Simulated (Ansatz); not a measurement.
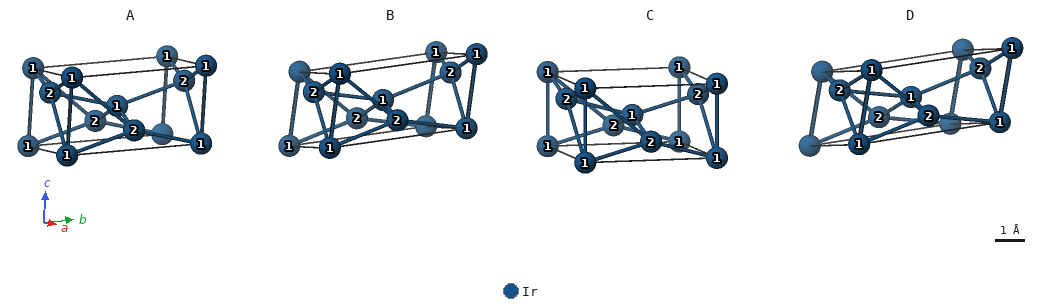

4 geometries from one relaxation of a crystal of Ir (a generated structure, set up in I4_1/amd), in shuffled order. A ball-and-stick model of the conventional cell (2 times the calculation's cell), seen slightly off an axis. Lengths and directions refer to the drawn axes.

Phase: beta-Sn type.

Computed with DFT, PBE, plane waves (420 eV) with PAW, scalar-relativistic in Ansatz. Set-up: plane-wave cutoff 420 eV; k-point mesh 14 × 14 × 9; occupations fermi dirac; smearing width 0.05 eV; collinear spin; cell and atoms relaxed; force threshold 0.01 eV/Å; at most 60 steps.

Order the frames from highest to lowest energy.

Answer. C, A, B, D. They are steps 0, 7, 9, 19, at +363 meV per atom, +194 meV per atom, +59.7 meV per atom relative to the last. The largest moves relative to the cell, 0.15 Å, are those of Ir1 and Ir2. Ir2 goes along [1 −1 0]. The drawn cell changes as follows: a = b 4.775 → 5.049 Å (+5.7 %), c 2.607 → 2.678 Å (+2.7 %), α 90.0° → 74.6°, β 90.0° → 74.6°, γ 90.0° → 80.8°; the volume changes by +6.3 %. Among the contacts that change: Ir1–Ir2 3.086 → 2.616 Å, Ir1–Ir2 (another image) 2.475 → 2.640 Å, Ir1–Ir2 (another image) 2.475 → 2.616 Å, Ir1–Ir1 2.607 → 2.678 Å. The space group (tolerance 0.01 Å) goes from I4_1/amd (No. 141) to Cmcm (No. 63). The energy falls by 363 meV per atom in 16 accepted moves (19 points after the start). Largest force component: 0.005 eV/Å at the start, 0.0012 eV/Å at the end. The pressure goes from 29.06 to 0.00 GPa. The line search rejected the trial step at point 15 of the run. The SCF was repeated twice at an unchanged geometry on a basis and grid sized afresh for the cell, which shifted the energy by 30.9 meV per atom at most. The program noted that the starting moments weren't kept. The run took 6.2 min on 2 threads of Arm Neoverse V1, on a shared host, peak memory 0.7 GiB.
